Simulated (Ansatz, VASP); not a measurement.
# Cross-check of PtSe2 between VASP and Ansatz, part 2 of 2

Wanted: the spread between two codes on one cell, functional and k mesh. The cell is generated by rule, not measured, and may not be a known phase. The cell comes out of the VASP series on this material, whose earlier steps may have relaxed, scaled or displaced it; both programs get it as it stands.

VASP 6.6.1 and Ansatz 0.2.0.

So far. Step 2 (VASP: band structure, PBE, spin-orbit coupling): The run ends at a pressure of -9.67 GPa.

The structure was built from a prototype and need not be the compound's stable phase.

### 3. Ansatz: band structure, PBE, spin-orbit coupling

Level of this step: Ansatz beside VASP: Kohn-Sham DFT, plane waves, PBE, spin-orbit coupling (Ansatz).

Ansatz runs on its fully relativistic PAW (standard-fr) files.

The same cell, functional, mesh and smearing now go to Ansatz, which takes its cutoff from its data sets.

input.yaml

```yaml
crystal:
  lattice:
    - [0.0, 3.27843, 3.27843]
    - [3.27843, 0.0, 3.27843]
    - [3.27843, 3.27843, 0.0]
  atoms:
    - { symbol: Pt, position: [0.0, 0.0, 0.0] }
    - { symbol: Se, position: [0.25, 0.25, 0.25] }
    - { symbol: Se, position: [0.75, 0.75, 0.75] }
hamiltonian:
  xc: pbe
  pseudopotentials: { kind: paw_fr }
magnetization:
  noncollinear: true
  spin_orbit: true
kpoints:
  mp_grid: { grid: [8, 8, 8] }
  band_path:
    path:
      - [0.0, 0.0, 0.0]
      - [0.16667, 0.0, 0.16667]
      - [0.33333, 0.0, 0.33333]
      - [0.5, 0.0, 0.5]
      - [0.5, 0.08333, 0.58333]
      - [0.5, 0.18333, 0.68333]
      - [0.5, 0.25, 0.75]
      - [0.45, 0.3, 0.75]
      - [0.40833, 0.34167, 0.75]
      - [0.35, 0.35, 0.7]
      - [0.225, 0.225, 0.45]
      - [0.075, 0.075, 0.15]
      - [0.03333, 0.03333, 0.03333]
      - [0.23333, 0.23333, 0.23333]
      - [0.4, 0.4, 0.4]
      - [0.51667, 0.46667, 0.51667]
      - [0.55833, 0.38333, 0.55833]
      - [0.60833, 0.28333, 0.60833]
      - [0.60833, 0.25, 0.64167]
      - [0.55833, 0.25, 0.69167]
      - [0.51667, 0.25, 0.73333]
      - [0.5, 0.3, 0.7]
      - [0.5, 0.38333, 0.61667]
      - [0.5, 0.48333, 0.51667]
      - [0.475, 0.475, 0.55]
      - [0.425, 0.425, 0.65]
      - [0.38333, 0.38333, 0.73333]
      - [0.59167, 0.18333, 0.59167]
      - [0.55, 0.1, 0.55]
      - [0.5, 0.0, 0.5]
    npoints: 1
scf:
  occupations: { method: gaussian, width: 0.02 }
  n_extra_bands: 14
output:
  forces: true
  stress: true
  eigenvalues: true
```

Launch:

```sh
> ansatz run input.yaml --threads 2 --pin off --max-ram 4608MiB --backend cpu --events-out ev --progress --plain --runs-dir out
```

Numbers of over 12 decimals in the logs are rounded to 6 here.

What it wrote:

```text
scf.n_extra_bands = 14 over 50 filled bands (N_el = 50.0): the run solves 64 bands
Engine: ansatz 0.2.0, aarch64-unknown-linux-gnu
Pseudopotentials: kind: paw_fr
Pseudopotential: Pt, paw_fr, valence charge 18, recommended cutoff 420 eV (normal), Pt.paw.azcp#standard-fr
Pseudopotential: Se, paw_fr, valence charge 16, recommended cutoff 420 eV (normal), Se.paw.azcp#standard-fr
Functional definition: PBE
  parameter kappa = 0.804
  parameter beta = 0.066725
  exchange = pbe_x(kappa = kappa, mu = beta*pi^2/3)
  correlation = pbe_c(beta = beta)
non-collinear run that drives no moment, with spin-orbit: no starting moment large enough to seed its density (crystal.atoms[].spin), no starting occupations that ask for one, no magnetisation constraint and no magnetic field, so the semilocal B_xc is pinned to zero
Crystal: 3 atoms, lattice volume = 70.474 Å³
Basis set: ecut = 420 eV, 1411 PW (Γ), exchange–correlation on 64×64×64 points (8 copies of the dense FFT grid, shifted against one another)
Bands: 64, of which v1, the nominal top of the filled ones, is band 50 counted from 1 (49 counted from 0)
Symmetry: 48 space group operations + 48 with time reversal
Magnetic group: BNS 225.117 (UNI 1619), of the structure as read, at distance tolerance 4.1e-5 Å
k-points: 29 of 512
Projection manifold: j_resolved (fully-relativistic pseudo-atomic orbitals)
Non-local potential: Pt, projectors of the file, l = 0: 3, l = 1: 4, l = 2: 4, l = 3: 2
Non-local potential: Se, projectors of the file, l = 0: 2, l = 1: 4, l = 2: 6, l = 3: 2
PAW form: soft (Blöchl's): semilocal exchange-correlation on the pseudo side does not see the compensation charge
PAW one-centre angular grid: Pt, 590 points (default); XC on 64 Gauss nodes
PAW one-centre angular grid: Se, 590 points (default); XC on 96 Gauss nodes
Initial density: superposition of atomic densities (chi_scale 0.1, normalization cell, long waves kept (reshape's long-wave potential 0.00 eV rms))
Initial wavefunctions: pseudopotential atomic-orbital guess
Functional: x = pbe(κ = 0.804, μ = 0.219515), c = pbe(β = 0.066725)
SCF iter   1: F=—  HF=-23495.657785 eV  |F-HF|=—  |Δ(HF+E_count)|=         —  Δρ=2.68e-2  dr2=4.92e-1  dr2_m=0.00e0 (ungated)  ethr=3.10e-3  |M|=0.00e0 ∫|m|=0.00e0 μB  |m|>n=0.0e0 m-floor=0.0e0 τ_xc=0.0e0  β_m=0.30  ⟨swp⟩=6.5  Hψ=3880  notcnv=0  defer=24
preconditioner: auto → Kerker (q_TF=auto, 2.577 Å⁻¹)  [metal: Δε(μ)=0.004 eV  Ē_g=9.908 eV  σ=0.020 eV  W_gap=0.12  n_scr=14 (ndim 8)  ℏωp=20.7 eV  f_vac=0.073  D(μ)=10.14/eV (n_scr^D=168)]
spin=Noncollinear: Kerker preconditioning applied to the charge; magnetization (m_x, m_y, m_z) channels mix plain (no charge-response kernel on spin).
SCF iter   2: F=—  HF=-23495.603353 eV  |F-HF|=—  |Δ(HF+E_count)|=   5.44e-2  Δρ=2.10e-2  dr2=2.76e-1  dr2_m=0.00e0 (ungated)  ethr=9.84e-4  |M|=0.00e0 ∫|m|=0.00e0 μB  |m|>n=0.0e0 m-floor=0.0e0 τ_xc=0.0e0  β_m=0.65  ⟨swp⟩=1.9  Hψ=1102  notcnv=0  defer=228
SCF iter   3: F=—  HF=-23495.539372 eV  |F-HF|=—  |Δ(HF+E_count)|=   6.40e-2  Δρ=5.51e-3  dr2=3.85e-2  dr2_m=0.00e0 (ungated)  ethr=5.52e-4  |M|=0.00e0 ∫|m|=0.00e0 μB  |m|>n=0.0e0 m-floor=0.0e0 τ_xc=0.0e0  β_m=0.60  ⟨swp⟩=2.1  Hψ=1195  notcnv=0  defer=228
SCF iter   4: F=—  HF=-23495.534650 eV  |F-HF|=—  |Δ(HF+E_count)|=   4.72e-3  Δρ=1.83e-3  dr2=1.85e-3  dr2_m=0.00e0 (ungated)  ethr=7.69e-5  |M|=0.00e0 ∫|m|=0.00e0 μB  |m|>n=0.0e0 m-floor=0.0e0 τ_xc=0.0e0  β_m=0.80  ⟨swp⟩=2.3  Hψ=1169  notcnv=0  defer=232
SCF iter   5: F=—  HF=-23495.535410 eV  |F-HF|=—  |Δ(HF+E_count)|=   7.59e-4  Δρ=6.17e-4  dr2=6.74e-4  dr2_m=0.00e0 (ungated)  ethr=3.69e-6  |M|=0.00e0 ∫|m|=0.00e0 μB  |m|>n=0.0e0 m-floor=0.0e0 τ_xc=0.0e0  β_m=0.84  ⟨swp⟩=2.0  Hψ=1141  notcnv=0  defer=232
SCF iter   6: F=—  HF=-23495.535661 eV  |F-HF|=—  |Δ(HF+E_count)|=   2.51e-4  Δρ=3.31e-4  dr2=1.70e-4  dr2_m=0.00e0 (ungated)  ethr=1.35e-6  |M|=0.00e0 ∫|m|=0.00e0 μB  |m|>n=0.0e0 m-floor=0.0e0 τ_xc=0.0e0  β_m=0.92  ⟨swp⟩=2.1  Hψ=962  notcnv=0  defer=232
SCF iter   7: F=—  HF=-23495.535884 eV  |F-HF|=—  |Δ(HF+E_count)|=   2.23e-4  Δρ=1.63e-4  dr2=2.65e-5  dr2_m=0.00e0 (ungated)  ethr=3.39e-7  |M|=0.00e0 ∫|m|=0.00e0 μB  |m|>n=0.0e0 m-floor=0.0e0 τ_xc=0.0e0  β_m=0.88  ⟨swp⟩=2.6  Hψ=1432  notcnv=0  defer=232
SCF iter   8: F=—  HF=-23495.535895 eV  |F-HF|=—  |Δ(HF+E_count)|=   1.12e-5  Δρ=5.22e-5  dr2=1.38e-6  dr2_m=0.00e0 (ungated)  ethr=5.30e-8  |M|=0.00e0 ∫|m|=0.00e0 μB  |m|>n=0.0e0 m-floor=0.0e0 τ_xc=0.0e0  β_m=0.94  ⟨swp⟩=2.0  Hψ=1483  notcnv=0  defer=232
SCF iter   9: F=-23495.535902 eV  HF=-23495.535902 eV  |F-HF|=1.87e-7  |Δ(HF+E_count)|=   6.54e-6  Δρ=9.20e-6  dr2=4.38e-8  dr2_m=0.00e0 (ungated)  ethr=2.00e-10  |M|=0.00e0 ∫|m|=0.00e0 μB  |m|>n=0.0e0 m-floor=0.0e0 τ_xc=0.0e0  ⟨swp⟩=8.9  Hψ=4509  notcnv=0
SCF 1 converged in 9 iterations: F = -23495.535902 eV  dr2 = 4.38e-8
  greatest PAW one-centre occupation: 1.000 electrons in one spin orbital (limit 2), on the Pt atom at site 0 (counted from 0), in its partial waves of l = 0
NSCF: frozen V_eff on 30 k-points
SCF converged after 9 iterations
Magnetization: |M| = 0.0000 μB,  M = (+0.0000, +0.0000, +0.0000) μB
Absolute magnetization: 0.0000 μB (∫|m|)
  site 0: m = (+0.0000, +0.0000, +0.0000) μB, |m| = 0.0000 μB  (R = 1.17 Å)
  site 1: m = (+0.0000, +0.0000, +0.0000) μB, |m| = 0.0000 μB  (R = 1.17 Å)
  site 2: m = (+0.0000, +0.0000, +0.0000) μB, |m| = 0.0000 μB  (R = 1.17 Å)
Free energy (F): -23495.535902 eV
Harris-Foulkes:  -23495.535902 eV  (|F-HF|=1.87e-7)
Internal energy: -23495.533595 eV  (E = F + TS)
E sigma→0 (E₀):  -23495.534749 eV
Entropy (-TS):   -0.002307 eV (-0.769 meV/atom)
Fermi energy:    10.960128 eV
--- Per-component energies (eV) ---
  E_band       = -1069.352213
  E_kinetic    = 863.514016
  E_local      = -6915.850344  (includes V_loc(G=0)·N_el)
  E_nonlocal   = -998.177073
  E_hartree    = 3162.055380
  E_xc         = -465.136222
  E_vxc        = -492.426389  (∫ρ·V_xc dr)
  E_paw        = -13306.061252  (= ΣΔE_a)
  E_vpaw       = 149.476545  (= ΣTr[D̂ρ^β])
  E_aug_tail   = -0.001061  (compensation charges beyond the density's cutoff)
  E_ewald      = -5835.877039
  E_smearing   = -0.002307  (= −TS)
  E_closure    = 0.000000  (closes the sum)
  Σ components = -23495.535902   (vs F -23495.535902, Δ=0.00e0)
--- Forces (eV/Å), atoms counted from 1 ---
  atom   1  Pt    -0.00000000    -0.00000000     0.00000000
  atom   2  Se    -0.00000000    -0.00000000    -0.00000000
  atom   3  Se    -0.00000000    -0.00000000    -0.00000000
  max |Σ_I F_I| component: 5.55e-17 eV/Å
--- Stress (GPa, compression-positive) ---
       -9.645700      -0.000000      -0.000000
       -0.000000      -9.645700      -0.000000
       -0.000000       0.000000      -9.645700
  P = ⅓ Tr σ = -9.6457 GPa (-96.457 kbar)
--- Band table (eV; the first three rows and the last of 29) ---
  k-point 0: bands = [... 46 lower, 10.0544, 10.0544, 10.9209, 10.9209, 10.9209, 10.9209, 11.2604, 11.2604, ... 10 higher]
  k-point 1: bands = [... 46 lower, 9.8714, 9.8714, 10.7157, 10.7157, 10.8770, 10.8770, 11.1960, 11.1960, ... 10 higher]
  k-point 2: bands = [... 46 lower, 9.3379, 9.3379, 10.0507, 10.0507, 10.8653, 10.8653, 11.2477, 11.2477, ... 10 higher]
  k-point 28: bands = [... 46 lower, 9.5535, 9.5535, 9.7438, 9.7438, 11.0065, 11.0065, 12.3208, 12.3208, ... 10 higher]
```

Wall time 42 s (2 threads of Arm Neoverse N1, shared host); peak memory 0.62 GiB; 82 s of CPU time.

### 4. Side by side

Known differences besides the PAW data sets themselves: spin-orbit coupling enters by fully relativistic files in Ansatz and inside the spheres in VASP; the data sets hold 50 valence electrons in Ansatz (fully relativistic PAW (standard-fr) files) and 22 in VASP; the cutoff is 420 eV in Ansatz and 400 eV in VASP. Total energies have different zeros and are not compared.

The two programs side by side:

| quantity | Ansatz | VASP | difference |
| --- | --- | --- | --- |
| pressure (GPa) | -9.65 | -9.67 | +0.02 |

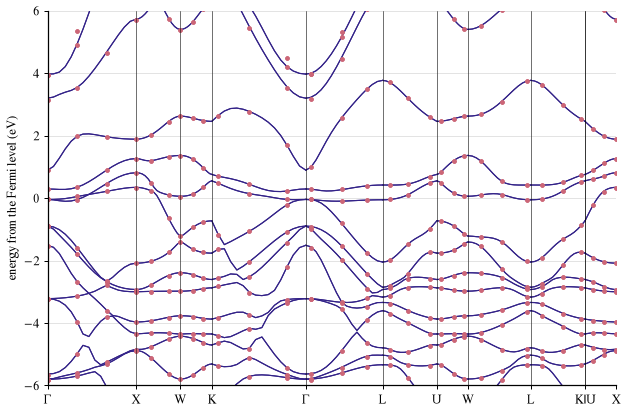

Bands from VASP (lines) and levels from Ansatz (dots). Dots without a line are higher empty bands that the VASP plot leaves out.

Levels from 3 eV below to 2 eV above the Fermi level differ by 7 meV r.m.s. and 28 meV at most; each VASP level is matched to the nearest of Ansatz, which flatters the figure a little. Ansatz's pressure holds a Pulay correction of 0.02 GPa; VASP's holds none.

### 5. What came out

```yaml
r_m_s_difference_of_levels_near_the_fermi_level_band_structure_pbe_spin_orbit_coupling: 6.8 meV
```

**Reading.** The r.m.s. difference of levels near the Fermi level is 6.8 meV (band structure, PBE, spin-orbit coupling), within the 80 meV picked in this series as the mark of a large difference. 1 further run on this material is not shown. How closely two codes agree says nothing of how well the functional describes the real material.

[Lines on the potential files, build, host, timing and source positions are cut from VASP's logs without a mark.]

[Logs are printed without paths, hosts, clocks, repeated set-up lines and the standing remarks that a program may print on its own settings, such as how far it seeks lower states.]

[Hosts, paths, dates, database ids (printed as entryN), source tags and the programs' standing remarks are cut or masked in the printed files.]
